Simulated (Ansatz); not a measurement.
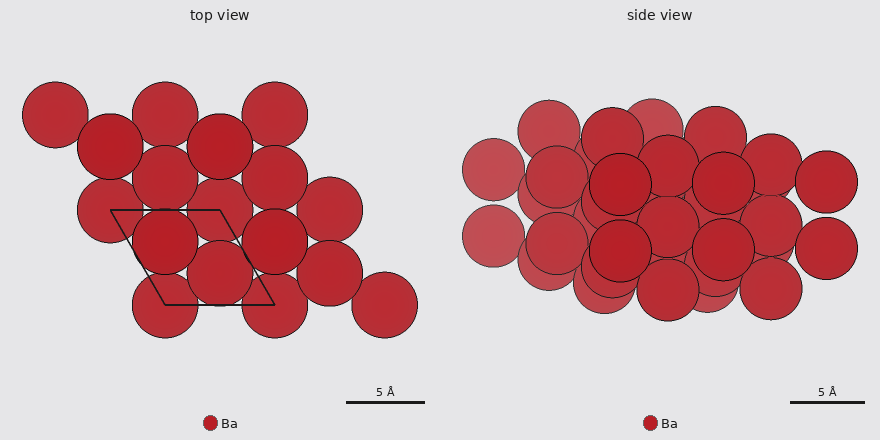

Ba(111) (Im-3m bulk, 8 atomic planes (those closer than 0.6 Å count as one), 10 Å), seen from above and from the side.

Theory: DFT PBE, scalar-relativistic, plane waves, PAW in Ansatz 0.2.0. Cutoff 420 eV, 12 × 12 k-points, Gaussian smearing 0.1 eV, dipole correction. The slab is a cut without reconstruction beyond its cell, at the source's lattice constants, with its lower half held fixed and the rest relaxed. No spin polarisation. The run warns that the functional's potential is rough in the thin density of the vacuum, where the tip is; weak contrasts and barriers may feel it.

Model: Tersoff–Hamann, s-wave tip, no tip–sample forces. Bias windows are sharp sums over the levels of the k mesh.

Input file:

```yaml
crystal:
  lattice:
    - [7.07106781, 0.0, 0.0]
    - [-3.53553391, 6.12372436, 0.0]
    - [0.0, 0.0, 28.1036297832]
  atoms:
    - { symbol: Ba, position: [0.666666667, 0.3333333334, 0.3202433305] }
    - { symbol: Ba, position: [0.3333333334, 0.6666666664, 0.3716023803] }
    - { symbol: Ba, position: [0.0, 0.0, 0.4229614302] }
    - { symbol: Ba, position: [0.666666667, 0.3333333334, 0.4743204801] }
    - { symbol: Ba, position: [0.3333333334, 0.6666666664, 0.5298891818] }
    - { symbol: Ba, position: [0.0, 0.0, 0.5844637803] }
    - { symbol: Ba, position: [0.666666667, 0.3333333334, 0.6207332073] }
    - { symbol: Ba, position: [0.3333333334, 0.6666666664, 0.6826959282] }
basis:
  ecutwfc: 420.0
  fft_grid_basis: typed
kpoints:
  mp_grid: { grid: [12, 12, 1] }
hamiltonian:
  xc: pbe
scf:
  occupations: { method: gaussian, width: 0.1 }
output:
  forces: true
  eigenvalues: true
  band_densities:
    - { e_range: [-2.0, -1.0] }
    - { e_range: [-1.0, -0.5] }
    - { e_range: [-0.5, -0.25] }
    - { e_range: [-0.25, 0.0] }
    - { e_range: [0.0, 0.25] }
    - { e_range: [0.25, 0.5] }
    - { e_range: [0.5, 1.0] }
  band_residual_tolerance: 1.0e-05
  write_potential: true
  elf: true
  write_density: true
  volumetric_format: npy
efield:
  axis: 3
  dipole_correction: true
  ramp_width: 0.04
checkpoint:
  read: start.run
  write: ck
  compress: false
  write_wavefunctions: false
  write_every: 100000
```

Command:

```sh
ansatz run input.yaml --threads 1 --pin off --max-ram 2211MiB --backend cpu --events-out ev --progress --plain --runs-dir out
```

This last single point, started from the relaxation's saved density, took 5.6 min on 1 thread of Intel(R) Xeon(R) Platinum 8375C CPU @ 2.90GHz (Ice Lake), with other jobs on the host, peak memory 1.8 GiB.

Question: Predict the constant-current image at a set point of 1.8 × 10⁻⁵ e/Å³ at −0.25 V.

Answer: The brightest spots lie over the top Ba atoms; the darkest points are over the sites above the Ba atoms 1.7 Å below the top plane. The corrugation is 35 pm at a mean tip height of 4.5 Å.

Question: Describe the constant-current image at a set point of 1.6 × 10⁻⁵ e/Å³ at a sample bias of +0.25 V.

Answer: The brightest spots lie over the sites above the Ba atoms 2.8 Å below the top plane; the darkest points are over the top Ba atoms. The corrugation is 82 pm at a mean tip height of 5.0 Å.

The computed images, with the atoms seen from above drawn over one corner (deeper ones smaller):

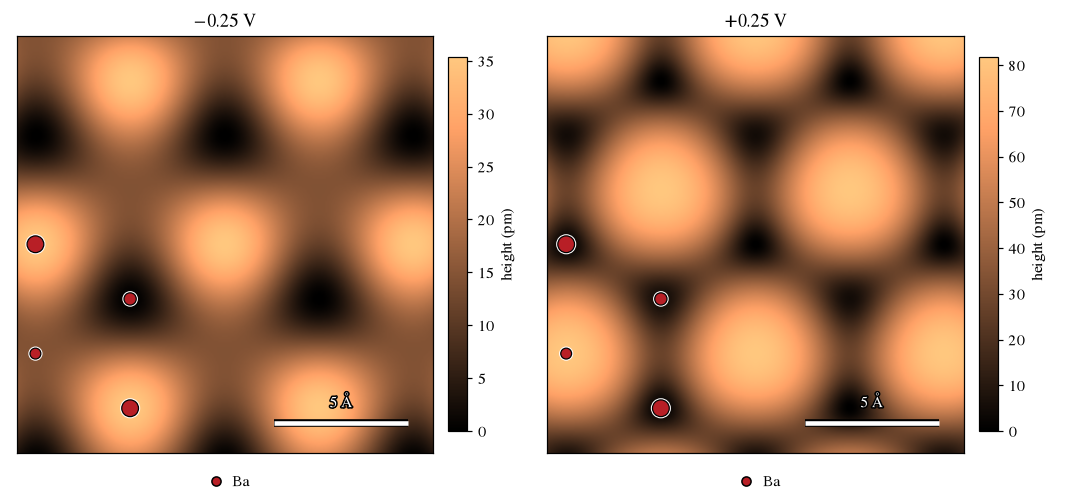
